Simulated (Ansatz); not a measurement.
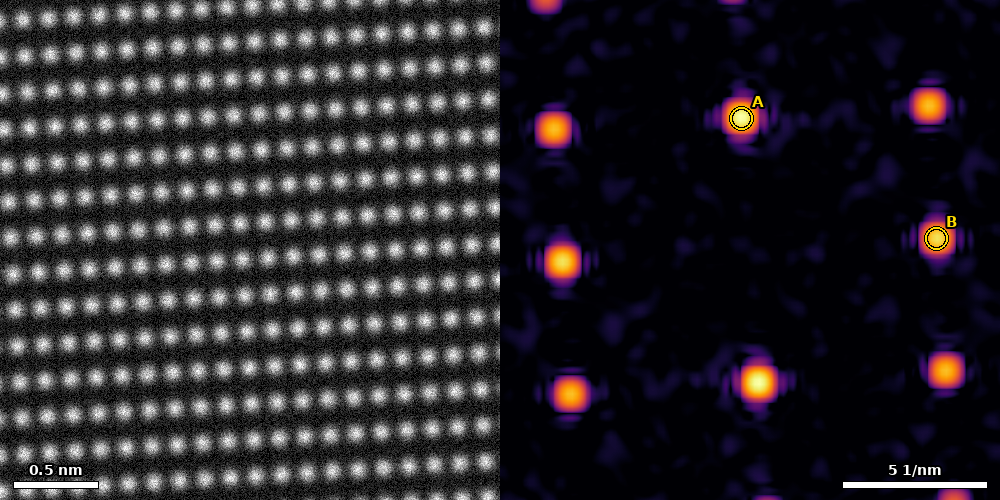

Dark-field STEM-like image of Ru (Im-3m, No. 229) along [110]. Simulation: incoherent imaging, intensity Z^1.8 per atom, probe width 0.72 Å, thin sample. The probe carries 15 % of its weight in a tail 2.5 times as wide. The display is stretched by a gamma of 0.65; percentages refer to the linear signal. Shot noise was added. Structure: the geometry relaxed with Ansatz 0.2.0, DFT, r2SCAN, plane waves (500 eV) with PAW, scalar-relativistic; the starting structure was generated, so it need not be a known form of this composition.

The right panel is the modulus of the image's Fourier transform on a logarithmic scale.

a = 3.065 Å, b = 3.065 Å, c = 3.065 Å, α = 90.00°, β = 90.00°, γ = 90.00°

### Index the marked spots and give their plane spacings (the zone axis points at the viewer; indices equivalent by symmetry, or all signs reversed, are as good).

A: (1 -1 0), d = 2.17 Å; B: (002), d = 1.53 Å. A and B enclose 90°, and every spot obeys the zone law hu + kv + lw = 0 for [110].
